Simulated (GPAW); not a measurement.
# zigzag Ru chain, bond 2.823 A: cost and accuracy of the smearing, part 2 of 2

Aim: see how far moments and order energies of zigzag Ru chain, bond 2.823 A move with the smearing, and what each rung costs.

GPAW 26.7.0; revPBE; plane waves with GPAW's PAW setups, scalar-relativistic.

So far, largest spin moment in the augmentation sphere (μB): step 2 (rung 1 (width 0.4 eV), start ferro ++) 1.94; step 4 (smearing width 0.2 eV) 2.47; step 5 (antiferromagnetic, smearing width 0.2 eV, start moments [1.5 …) 1.94; step 6 (smearing width 0.1 eV) 2.58; step 7 (antiferromagnetic, smearing width 0.1 eV, start moments [1.5 …) 1.99.

### 8. Rung 4 (width 0.05 eV), start ferro ++

File order1.py:

```python
import json
import numpy as np
from ase import Atoms
from ase.parallel import paropen, parprint
from gpaw import GPAW

atoms = Atoms(['Ru', 'Ru'],
    cell=[[12.0, 0.0, 0.0],
         [0.0, 12.0, 0.0],
         [0.0, 0.0, 3.3876]],
    scaled_positions=[[0.4059, 0.5, 0.0],
         [0.5941, 0.5, 0.5]],
    pbc=True,
    magmoms=[1.5, 1.5])
atoms.calc = GPAW(mode={'name': 'pw', 'ecut': 550},
    xc='revPBE',
    kpts={'size': (1, 1, 8), 'gamma': True},
    occupations={'name': 'fermi-dirac', 'width': 0.05},
    convergence={'density': 1e-05, 'energy': 1e-05},
    maxiter=200,
    symmetry={'tolerance': 1e-4},
    txt='order1.txt')
e = atoms.get_potential_energy(force_consistent=True)
res = {'free_energy': e, 'energy_sigma0': atoms.get_potential_energy(), 'fermi_energy': atoms.calc.get_fermi_level()}
res['moments'] = atoms.get_magnetic_moments().tolist()
res['total'] = atoms.get_magnetic_moment()
parprint('site moments (muB):', np.round(res['moments'], 3))
parprint(f"total moment: {res['total']:.3f} muB")
parprint(f'free energy: {e:.6f} eV')
atoms.calc.write('order1.gpw')
with paropen('results.json', 'w') as f:
    json.dump(res, f)
```

On the command line:

```bash
$ OMP_NUM_THREADS=1 python3 order1.py > order1.log
```

The program printed:

```text
site moments (muB): [2.594 2.595]
total moment: 6.131 muB
free energy: -10.077378 eV

--- order1.txt ---
Input parameters:
  mode=PW(ecut=550),
  convergence={'density': 1e-05, 'energy': 1e-05},
  kpts=MonkhorstPack(size=(1, 1, 8), gamma=True),
  maxiter=200,
  occupations=Occupations(name='fermi-dirac', width=0.05),
  symmetry=Symmetry(tolerance=0.0001),
  xc=XC(name='revPBE')

Diagonalizing LCAO Hamiltonian
[...]
|         11 |        -5.320 |     1.000 |        -3.775 |     1.000 |
|         12 |        -5.108 |     1.000 |        -3.162 |     0.984 |
[...]
|         21 |        -0.624 |     0.000 |        -0.111 |     0.000 |
|         22 |         0.761 |     0.000 |         0.932 |     0.000 |
|         23 |         0.765 |     0.000 |         1.379 |     0.000 |
|         24 |         1.512 |     0.000 |         1.803 |     0.000 |

No gap
No difference between direct/indirect transitions


[key lines of the parts left out:]
Free energy:     -10.077378
Converged in 18 steps
dipole moment: (0.000005, 0.000002, -11.613411)  # |e|*Ang
Fermi level: -2.955
```

Wall time 1.8 min (1 MPI rank of Intel Xeon Platinum 8259CL at 2.50GHz (Skylake/Cascade Lake), shared host); peak memory 0.46 GiB.

This step gave:

```
magnetization  : 6.130 μB
final state    : ferromagnetic
largest moment : 2.595 μB
```

The largest moment moves by +0.02 μB from rung 3, at 1.0 times its CPU time.

### 9. Rung 4 (width 0.05 eV), start antiferro +-

File order2.py:

```python
import json
import numpy as np
from ase import Atoms
from ase.parallel import paropen, parprint
from gpaw import GPAW

atoms = Atoms(['Ru', 'Ru'],
    cell=[[12.0, 0.0, 0.0],
         [0.0, 12.0, 0.0],
         [0.0, 0.0, 3.3876]],
    scaled_positions=[[0.4059, 0.5, 0.0],
         [0.5941, 0.5, 0.5]],
    pbc=True,
    magmoms=[1.5, -1.5])
atoms.calc = GPAW(mode={'name': 'pw', 'ecut': 550},
    xc='revPBE',
    kpts={'size': (1, 1, 8), 'gamma': True},
    occupations={'name': 'fermi-dirac', 'width': 0.05},
    convergence={'density': 1e-05, 'energy': 1e-05},
    maxiter=200,
    symmetry={'tolerance': 1e-4},
    txt='order2.txt')
e = atoms.get_potential_energy(force_consistent=True)
res = {'free_energy': e, 'energy_sigma0': atoms.get_potential_energy(), 'fermi_energy': atoms.calc.get_fermi_level()}
res['moments'] = atoms.get_magnetic_moments().tolist()
res['total'] = atoms.get_magnetic_moment()
parprint('site moments (muB):', np.round(res['moments'], 3))
parprint(f"total moment: {res['total']:.3f} muB")
parprint(f'free energy: {e:.6f} eV')
atoms.calc.write('order2.gpw')
with paropen('results.json', 'w') as f:
    json.dump(res, f)
```

On the command line:

```bash
$ OMP_NUM_THREADS=1 python3 order2.py > order2.log
```

The program printed:

```text
site moments (muB): [ 1.97  -1.969]
total moment: 0.000 muB
free energy: -9.409235 eV

--- order2.txt ---
Input parameters:
  mode=PW(ecut=550),
  convergence={'density': 1e-05, 'energy': 1e-05},
  kpts=MonkhorstPack(size=(1, 1, 8), gamma=True),
  maxiter=200,
  occupations=Occupations(name='fermi-dirac', width=0.05),
  symmetry=Symmetry(tolerance=0.0001),
  xc=XC(name='revPBE')

Diagonalizing LCAO Hamiltonian
[...]
|         20 |        -0.961 |     0.000 |        -0.960 |     0.000 |
|         21 |        -0.338 |     0.000 |        -0.338 |     0.000 |
|         22 |         0.878 |     0.000 |         0.878 |     0.000 |
|         23 |         1.130 |     0.000 |         1.131 |     0.000 |

Gap: 0.099 eV
Transition (v -> c):
  (s=1, k=3, n=15, [0.00, 0.00, 0.38]) -> (s=0, k=3, n=16, [0.00, 0.00, 0.38])
No difference between direct/indirect transitions


[key lines of the parts left out:]
Free energy:      -9.409235
Converged in 26 steps
dipole moment: (-0.000015, 0.000002, -11.597043)  # |e|*Ang
Fermi level: -2.850
```

Wall time 2.4 min (1 MPI rank); peak memory 0.46 GiB.

This step gave:

| Item | Value |
| --- | --- |
| magnetization | 0 μB |
| final state | antiferromagnetic |
| largest moment | 1.970 μB |

This start lies +334.1 meV a seeded atom from the first, a change of +24.3 meV since rung 3; its largest moment is 1.97 μB.

### 10. Rung 5 (width 0.02 eV), start ferro ++

order1.py is the script of step 8 with these lines changed:

```diff
@@ -17,3 +17,3 @@
     kpts={'size': (1, 1, 8), 'gamma': True},
-    occupations={'name': 'fermi-dirac', 'width': 0.05},
+    occupations={'name': 'fermi-dirac', 'width': 0.02},
     convergence={'density': 1e-05, 'energy': 1e-05},
```

On the command line:

```bash
$ OMP_NUM_THREADS=1 python3 order1.py > order1.log
```

The program printed:

```text
site moments (muB): [2.599 2.599]
total moment: 6.158 muB
free energy: -10.064100 eV

--- order1.txt ---
Input parameters:
  mode=PW(ecut=550),
  convergence={'density': 1e-05, 'energy': 1e-05},
  kpts=MonkhorstPack(size=(1, 1, 8), gamma=True),
  maxiter=200,
  occupations=Occupations(name='fermi-dirac', width=0.02),
  symmetry=Symmetry(tolerance=0.0001),
  xc=XC(name='revPBE')

Diagonalizing LCAO Hamiltonian
[...]
|         11 |        -5.336 |     1.000 |        -3.781 |     1.000 |
|         12 |        -5.117 |     1.000 |        -3.159 |     1.000 |
[...]
|         21 |        -0.631 |     0.000 |        -0.105 |     0.000 |
|         22 |         0.757 |     0.000 |         0.934 |     0.000 |
|         23 |         0.762 |     0.000 |         1.381 |     0.000 |
|         24 |         1.509 |     0.000 |         1.807 |     0.000 |

No gap
No difference between direct/indirect transitions


[key lines of the parts left out:]
Free energy:     -10.064100
Converged in 19 steps
dipole moment: (0.000010, 0.000002, -11.613805)  # |e|*Ang
Fermi level: -2.933
```

The job ended after 1.9 min (1 MPI rank; peak memory 0.46 GiB).

This step gave:

- magnetization: 6.158 μB
- final state: ferromagnetic
- largest moment: 2.599 μB

The largest moment is that of rung 4, at 1.0 times its CPU time.

### 11. Rung 5 (width 0.02 eV), start antiferro +-

order2.py is the script of step 9 with these lines changed:

```diff
@@ -17,3 +17,3 @@
     kpts={'size': (1, 1, 8), 'gamma': True},
-    occupations={'name': 'fermi-dirac', 'width': 0.05},
+    occupations={'name': 'fermi-dirac', 'width': 0.02},
     convergence={'density': 1e-05, 'energy': 1e-05},
```

On the command line:

```bash
$ OMP_NUM_THREADS=1 python3 order2.py > order2.log
```

The program printed:

```text
site moments (muB): [ 1.957 -1.958]
total moment: -0.002 muB
free energy: -9.385192 eV

--- order2.txt ---
Input parameters:
  mode=PW(ecut=550),
  convergence={'density': 1e-05, 'energy': 1e-05},
  kpts=MonkhorstPack(size=(1, 1, 8), gamma=True),
  maxiter=200,
  occupations=Occupations(name='fermi-dirac', width=0.02),
  symmetry=Symmetry(tolerance=0.0001),
  xc=XC(name='revPBE')

Diagonalizing LCAO Hamiltonian
[...]
|         20 |        -0.948 |     0.000 |        -0.948 |     0.000 |
|         21 |        -0.336 |     0.000 |        -0.337 |     0.000 |
|         22 |         0.882 |     0.000 |         0.881 |     0.000 |
|         23 |         1.138 |     0.000 |         1.137 |     0.000 |

Gap: 0.076 eV
Transition (v -> c):
  (s=0, k=3, n=15, [0.00, 0.00, 0.38]) -> (s=1, k=3, n=16, [0.00, 0.00, 0.38])
No difference between direct/indirect transitions


[key lines of the parts left out:]
Free energy:      -9.385192
Converged in 21 steps
dipole moment: (0.000046, 0.000002, -11.594001)  # |e|*Ang
Fermi level: -2.816
```

Run time: 2 min. Hardware: 1 MPI rank; peak memory 0.46 GiB.

Numbers from this step:

- magnetization: 0 μB
- final state: antiferromagnetic
- largest moment: 1.958 μB

This start lies +339.5 meV a seeded atom from the first, a change of +5.4 meV since rung 4; its largest moment is 1.96 μB.

### 12. Side by side

Ladder, by row:

```csv
rung,smearing (eV),state from the first start,state from the second start,second less first (meV a seeded atom),"moment, first (μB)","moment, second (μB)",CPU time (s)
1,0.4,ferromagnetic,antiferromagnetic,39.8,1.936,1.593,220.3
2,0.2,ferromagnetic,antiferromagnetic,219.9,2.47,1.937,209.4
3,0.1,ferromagnetic,antiferromagnetic,309.8,2.579,1.99,221.7
4,0.05,ferromagnetic,antiferromagnetic,334.1,2.595,1.97,249.3
5,0.02,ferromagnetic,antiferromagnetic,339.5,2.599,1.958,231.4
```

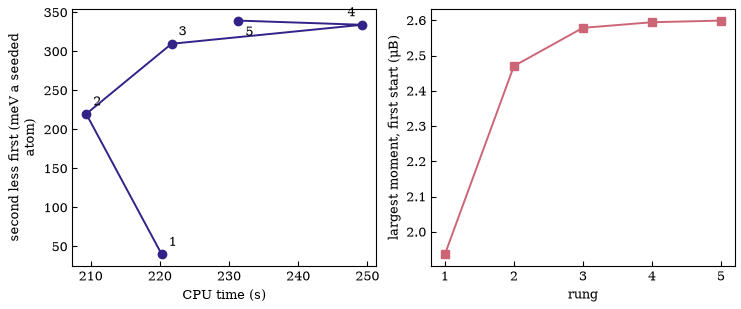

Result against cost, rungs numbered as in the table, and the moment by rung.

### 13. Summary of results

| Quantity | Value |
| --- | --- |
| range of the moment in the table, first start | 1.94 to 2.60 μB |
| range of CPU time | 3.5 min to 4.2 min |
| range of the energy difference | 39.8 to 339 meV a seeded atom |
| first rung from which all stay within 17 meV of the last | 4 |

What this shows: From rung 4 on the result stays within 5.4 meV of the last rung, inside the margin of 17 meV set for it, at 108 % of the last rung's cost. The first start ends lower on every rung of the table; whether functional and cell give the true order is another question. The mesh stays the same, and a narrow smearing needs a finer one, so the last rung is no sure reference.

[Logs and program files are shortened in this print: banners, set-up blocks, solver, clock and traceback lines can be left out without a mark of their own.]

[Logs are printed without paths, hosts, clocks, repeated set-up lines and the standing remarks that a program may print on its own settings, such as how far it seeks lower states.]

[Hosts, paths, dates, database ids (printed as entryN), source tags and the programs' standing remarks are cut or masked in the printed files.]

[Where a cell is said to come from a database of computed structures, the database is the Materials Project.]
